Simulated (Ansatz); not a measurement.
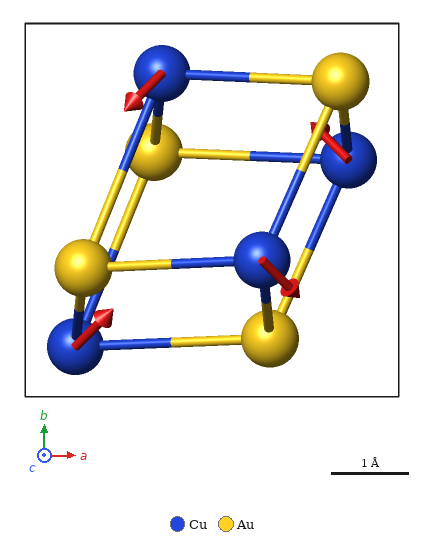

A relaxation of crystalline CuAu (built on the FeSi (B20)_198 type) (coarse preliminary run). The starting structure is drawn; red arrows show the displacements (the part carried along by the change of the cell is left out), 5 times their true length.

The picture is a ball-and-stick view of the cell of the calculation, seen along the c axis.

Case: FeSi (B20) type (P2_13, No. 198).

The calculation used DFT PBE, scalar-relativistic, plane waves, PAW in Ansatz 0.2.0. Settings: plane-wave cutoff 420 eV; k-point mesh 4 × 4 × 4; occupations gaussian; smearing width 0.1 eV; no spin polarisation; cell and atoms relaxed; force threshold 0.04 eV/Å; at most 70 steps.

Question: Which element moves most?

Answer: Copper: up to 0.17 Å, against 0.01 Å for gold.

Question: What did the optimiser do to the structure, and how much energy did it gain?

Answer: The energy falls by 96.0 meV per atom in 3 accepted moves (4 points after the start). The largest force component goes from 0.91 to 0.0036 eV/Å. Pressure: 13.06 GPa at the start and −0.04 GPa at the end. At 1 point the geometry stayed and the basis and grid were re-selected for the new cell (energy shift of 0.5 meV per atom at most each time). The largest moves relative to the cell, 0.17 Å, are those of Cu atoms. By element the largest moves are Cu 0.17 Å, Au 0.01 Å. The drawn cell changes as follows: a = b = c 4.869 → 4.980 Å (+2.3 %); the volume changes by +7.0 %. Among the contacts that change: Au–Cu 2.441 → 2.664 Å, Au–Cu 2.547 → 2.663 Å, Au–Cu 2.740 → 2.669 Å. The space group stays P2_13 (No. 198).
